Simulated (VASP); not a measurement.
## InSb: geometry relaxation (part 2 of 2)

The same run, continued: InSb (2 atoms in the cell); Kohn-Sham DFT of a periodic cell, PBEsol, VASP PAW PBE potentials, recommended, no spin polarisation (VASP 6.6.1); cutoff 520 eV, 8×8×8 k-mesh, Gaussian smearing of 0.02 eV. The structure derives from an entry of the Crystallography Open Database.

Geometry of the input (Å; fractional positions):
```
-0.0000  3.2603  3.2603
3.2603  -0.0000  3.2603
3.2603  3.2603  0.0000
In 0.0000  0.0000  0.0000
Sb 0.2500  0.2500  0.2500
```

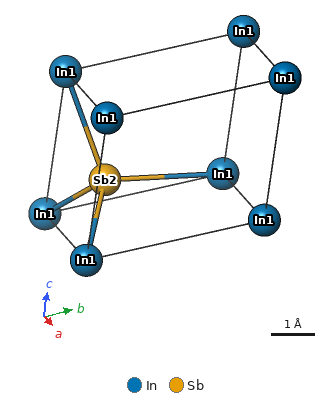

**Figure 1.** The geometry at step 2 of the log (ball-and-stick view of the cell of the calculation, seen slightly off an axis; atoms are numbered from 1 in the order of the input).

Parts of OUTCAR, continued:
```
------------------------ aborting loop because EDIFF is reached ----------------------------------------

  FORCE on cell =-STRESS in cart. coord.  units (eV):
  Direction    XX          YY          ZZ          XY          YZ          ZX
  --------------------------------------------------------------------------------------
  -------------------------------------------------------------------------------------
  Total        0.0073670      0.0073670      0.0073670     -0.0000000      0.0000000      0.0000000
  in kB        0.1702861      0.1702861      0.1702861     -0.0000000      0.0000000      0.0000000
  external PRESSURE =       0.1702861 kB  Pullay stress =       0.0000000 kB

 VOLUME and BASIS-vectors are now :
 -----------------------------------------------------------------------------
  energy-cutoff  :      520.00
  volume of cell :       69.31
      direct lattice vectors                 reciprocal lattice vectors
     0.000000000  3.260347923  3.260347923    -0.153357866  0.153357866  0.153357866
     3.260347923  0.000000000  3.260347923     0.153357866 -0.153357866  0.153357866
     3.260347923  3.260347923  0.000000000     0.153357866  0.153357866 -0.153357866

 POSITION                                       TOTAL-FORCE (eV/Angst)
 -----------------------------------------------------------------------------------
      0.00000      0.00000      0.00000        -0.000000     -0.000000     -0.000000
      1.63017      1.63017      1.63017         0.000000      0.000000      0.000000
 -----------------------------------------------------------------------------------
    total drift:                               -0.000000     -0.000000     -0.000000

  FREE ENERGIE OF THE ION-ELECTRON SYSTEM (eV)
  ---------------------------------------------------
  free  energy   TOTEN  =        -7.6957462579 eV

  energy  without entropy=       -7.6956859991  energy(sigma->0) =       -7.69571613

--------------------------------------- Ionic step        2  -------------------------------------------

 number of electron      17.9999995 magnetization

------------------------ aborting loop because EDIFF is reached ----------------------------------------

  FORCE on cell =-STRESS in cart. coord.  units (eV):
  Direction    XX          YY          ZZ          XY          YZ          ZX
  --------------------------------------------------------------------------------------
  -------------------------------------------------------------------------------------
  Total       -0.0129677     -0.0129677     -0.0129677      0.0000000      0.0000000     -0.0000000
  in kB       -0.2995852     -0.2995852     -0.2995852      0.0000000      0.0000000     -0.0000000
  external PRESSURE =      -0.2995852 kB  Pullay stress =       0.0000000 kB

 VOLUME and BASIS-vectors are now :
 -----------------------------------------------------------------------------
  energy-cutoff  :      520.00
  volume of cell :       69.35
      direct lattice vectors                 reciprocal lattice vectors
    -0.000000000  3.260927293  3.260927293    -0.153330619  0.153330619  0.153330619
     3.260927293  0.000000000  3.260927293     0.153330619 -0.153330619  0.153330619
     3.260927293  3.260927293  0.000000000     0.153330619  0.153330619 -0.153330619

 POSITION                                       TOTAL-FORCE (eV/Angst)
 -----------------------------------------------------------------------------------
      3.26093      3.26093      6.52185        -0.000000     -0.000000     -0.000000
      1.63046      1.63046      1.63046         0.000000      0.000000      0.000000
 -----------------------------------------------------------------------------------
    total drift:                               -0.000000     -0.000000     -0.000000

  FREE ENERGIE OF THE ION-ELECTRON SYSTEM (eV)
  ---------------------------------------------------
  free  energy   TOTEN  =        -7.6957425512 eV

  energy  without entropy=       -7.6956822924  energy(sigma->0) =       -7.69571242

--------------------------------------- Ionic step        3  -------------------------------------------

 number of electron      17.9999994 magnetization

------------------------ aborting loop because EDIFF is reached ----------------------------------------

  FORCE on cell =-STRESS in cart. coord.  units (eV):
  Direction    XX          YY          ZZ          XY          YZ          ZX
  --------------------------------------------------------------------------------------
  -------------------------------------------------------------------------------------
  Total       -0.0040561     -0.0040561     -0.0040561      0.0000000      0.0000000      0.0000000
  in kB       -0.0937375     -0.0937375     -0.0937375      0.0000000      0.0000000      0.0000000
  external PRESSURE =      -0.0937375 kB  Pullay stress =       0.0000000 kB

 VOLUME and BASIS-vectors are now :
 -----------------------------------------------------------------------------
  energy-cutoff  :      520.00
  volume of cell :       69.33
      direct lattice vectors                 reciprocal lattice vectors
    -0.000000000  3.260557821  3.260557821    -0.153347994  0.153347994  0.153347994
     3.260557821  0.000000000  3.260557821     0.153347994 -0.153347994  0.153347994
     3.260557821  3.260557821  0.000000000     0.153347994  0.153347994 -0.153347994

 POSITION                                       TOTAL-FORCE (eV/Angst)
 -----------------------------------------------------------------------------------
      0.00000      0.00000      0.00000        -0.000000     -0.000000     -0.000000
      1.63028      1.63028      1.63028         0.000000      0.000000      0.000000
 -----------------------------------------------------------------------------------
    total drift:                               -0.000000     -0.000000     -0.000000

  FREE ENERGIE OF THE ION-ELECTRON SYSTEM (eV)
  ---------------------------------------------------
  free  energy   TOTEN  =        -7.6957452518 eV

  energy  without entropy=       -7.6956849931  energy(sigma->0) =       -7.69571512

--------------------------------------- Ionic step        4  -------------------------------------------

 number of electron      17.9999994 magnetization

 Free energy of the ion-electron system (eV)
  ---------------------------------------------------
  ext. energy  EPLUGINS =         0.00000000
  ---------------------------------------------------
  free energy    TOTEN  =        -7.69574568 eV

  energy without entropy =       -7.69568542  energy(sigma->0) =       -7.69571555

 E-fermi :   4.7675     XC(G=0):  -8.7857     alpha+bet :-10.0399

 val. band max:        4.7614097726   @ k =   0.0000   0.0000   0.0000
 cond. band min:       5.1990887697   @ k =   0.5000   0.0000   0.0000
 fundamental gap:      0.4376789971
 Fermi energy:         4.7675011266

 k-point     1 :       0.0000    0.0000    0.0000
  band No.  band energies     occupation
      1      -9.7400      2.00000
      2      -9.7400      2.00000
      3      -9.7400      2.00000
      4      -9.6588      2.00000
      5      -9.6588      2.00000
      6      -5.8659      2.00000
      7       4.3904      2.00000
      8       4.7614      1.33333
      9       4.7614      1.33333
     10       4.7614      1.33333
     11       7.6937      0.00000
     12       7.6937      0.00000
     13       7.6937      0.00000

 k-point     2 :       0.1250    0.0000    0.0000
  band No.  band energies     occupation
      1      -9.7468      2.00000
      2      -9.7369      2.00000
      3      -9.7369      2.00000
      4      -9.6590      2.00000
      5      -9.6590      2.00000
      6      -5.7277      2.00000
      7       2.8555      2.00000
      8       4.5582      2.00000
      9       4.5582      2.00000
     10       5.5924      0.00000
     11       7.9754      0.00000
     12       7.9754      0.00000
     13       8.0281      0.00000

 k-point     3 :       0.2500    0.0000    0.0000
  band No.  band energies     occupation
      1      -9.7630      2.00000
      2      -9.7301      2.00000
      3      -9.7301      2.00000
      4      -9.6590      2.00000
      5      -9.6590      2.00000
      6      -5.3404      2.00000
      7       1.1419      2.00000
      8       4.1780      2.00000
      9       4.1780      2.00000
     10       5.5290      0.00000
     11       8.4167      0.00000
     12       8.4167      0.00000
     13       9.3645      0.00000

 k-point     4 :       0.3750    0.0000    0.0000
  band No.  band energies     occupation
      1      -9.7788      2.00000
      2      -9.7243      2.00000
      3      -9.7243      2.00000
      4      -9.6579      2.00000
      5      -9.6579      2.00000
      6      -4.8259      2.00000
      7      -0.2274      2.00000
      8       3.8838      2.00000
      9       3.8838      2.00000
     10       5.2919      0.00000
     11       8.5477      0.00000
     12       8.5477      0.00000
     13      10.7160      0.00000

 k-point     5 :       0.5000    0.0000    0.0000
  band No.  band energies     occupation
      1      -9.7853      2.00000
      2      -9.7222      2.00000
      3      -9.7222      2.00000
      4      -9.6572      2.00000
      5      -9.6572      2.00000
      6      -4.5397      2.00000
      7      -0.8065      2.00000
      8       3.7777      2.00000
      9       3.7777      2.00000
     10       5.1991      0.00000
     11       8.5341      0.00000
     12       8.5341      0.00000
     13      10.7283      0.00000

 [... the levels of 18 k-points are left out ...]

 k-point    24 :      -0.3750    0.2500    0.1250
  band No.  band energies     occupation
      1      -9.7944      2.00000
      2      -9.7173      2.00000
      3      -9.7116      2.00000
      4      -9.6627      2.00000
      5      -9.6571      2.00000
      6      -4.2699      2.00000
      7      -0.7815      2.00000
      8       2.1283      2.00000
      9       3.1591      2.00000
     10       6.9374      0.00000
     11       8.1437      0.00000
     12       9.7496      0.00000
     13      10.8045      0.00000

 [... further k-points ...]

------------------------ aborting loop because EDIFF is reached ----------------------------------------

  FORCE on cell =-STRESS in cart. coord.  units (eV):
  Direction    XX          YY          ZZ          XY          YZ          ZX
  --------------------------------------------------------------------------------------
  -------------------------------------------------------------------------------------
  Total       -0.0033119     -0.0033119     -0.0033119      0.0000000      0.0000000      0.0000000
  in kB       -0.0765431     -0.0765431     -0.0765431      0.0000000      0.0000000      0.0000000
  external PRESSURE =      -0.0765431 kB  Pullay stress =       0.0000000 kB

 VOLUME and BASIS-vectors are now :
 -----------------------------------------------------------------------------
  energy-cutoff  :      520.00
  volume of cell :       69.32
      direct lattice vectors                 reciprocal lattice vectors
    -0.000000000  3.260483291  3.260483291    -0.153351499  0.153351499  0.153351499
     3.260483291  0.000000000  3.260483291     0.153351499 -0.153351499  0.153351499
     3.260483291  3.260483291  0.000000000     0.153351499  0.153351499 -0.153351499

 POSITION                                       TOTAL-FORCE (eV/Angst)
 -----------------------------------------------------------------------------------
      0.00000      0.00000      0.00000        -0.000000     -0.000000     -0.000000
      1.63024      1.63024      1.63024         0.000000      0.000000      0.000000
 -----------------------------------------------------------------------------------
    total drift:                               -0.000000     -0.000000     -0.000000

  FREE ENERGIE OF THE ION-ELECTRON SYSTEM (eV)
  ---------------------------------------------------
  free  energy   TOTEN  =        -7.6957456761 eV

  energy  without entropy=       -7.6956854174  energy(sigma->0) =       -7.69571555

 reached required accuracy - stopping structural energy minimisation
```

CONTCAR:
```
InSb
   1.00000000000000
    -0.0000000000000000    3.2604832911605599    3.2604832911605599
     3.2604832911605599    0.0000000000000000    3.2604832911605599
     3.2604832911605599    3.2604832911605599    0.0000000000000000
  In              Sb
     1     1
Direct
     0.0000000000000000    0.0000000000000000    0.0000000000000000
     0.2500000000000000    0.2500000000000000    0.2500000000000000

  0.00000000E+00  0.00000000E+00  0.00000000E+00
  0.00000000E+00  0.00000000E+00  0.00000000E+00
```

Trajectory as extended XYZ (Å, eV, eV/Å), 4 frames, from step=0 to step=3:
```
2
Lattice="0.0000 3.2603 3.2603 3.2603 0.0000 3.2603 3.2603 3.2603 0.0000" Properties=species:S:1:pos:R:3:forces:R:3 step=0 energy=-7.69575
In    0.0000    0.0000    0.0000    0.0000   0.0000   0.0000
Sb    1.6302    1.6302    1.6302    0.0000   0.0000   0.0000
2
Lattice="-0.0000 3.2609 3.2609 3.2609 0.0000 3.2609 3.2609 3.2609 0.0000" Properties=species:S:1:pos:R:3:forces:R:3 step=1 energy=-7.69574
In    3.2609    3.2609    6.5219    0.0000   0.0000   0.0000
Sb    1.6305    1.6305    1.6305    0.0000   0.0000   0.0000
2
Lattice="-0.0000 3.2606 3.2606 3.2606 0.0000 3.2606 3.2606 3.2606 0.0000" Properties=species:S:1:pos:R:3:forces:R:3 step=2 energy=-7.69575
In    0.0000    0.0000    0.0000    0.0000   0.0000   0.0000
Sb    1.6303    1.6303    1.6303    0.0000   0.0000   0.0000
2
Lattice="-0.0000 3.2605 3.2605 3.2605 0.0000 3.2605 3.2605 3.2605 0.0000" Properties=species:S:1:pos:R:3:forces:R:3 step=3 energy=-7.69575
In    0.0000    0.0000    0.0000    0.0000   0.0000   0.0000
Sb    1.6302    1.6302    1.6302    0.0000   0.0000   0.0000
```

Summary:

- outcome: converged
- space group (tolerance 0.01 Å): F-43m (216)
- electrons treated: 18
- free energy: −7.6957 eV
- gap on the k-point mesh: none (metallic)
- pressure: −0.01 GPa
- final volume: 69.32 Å³
- largest force (length of the vector) at the end: under 0.001 eV/Å
- final cell: a = 4.611 Å, b = 4.611 Å, c = 4.611 Å, α = 60.00°, β = 60.00°, γ = 60.00°
- hardware: 4 threads of Intel Xeon @ 2.50GHz (Skylake/Cascade Lake), 176 GiB of memory available, shared host
- wall time: 40 s (CPU time 2.6 min)
- peak memory: 0.22 GiB
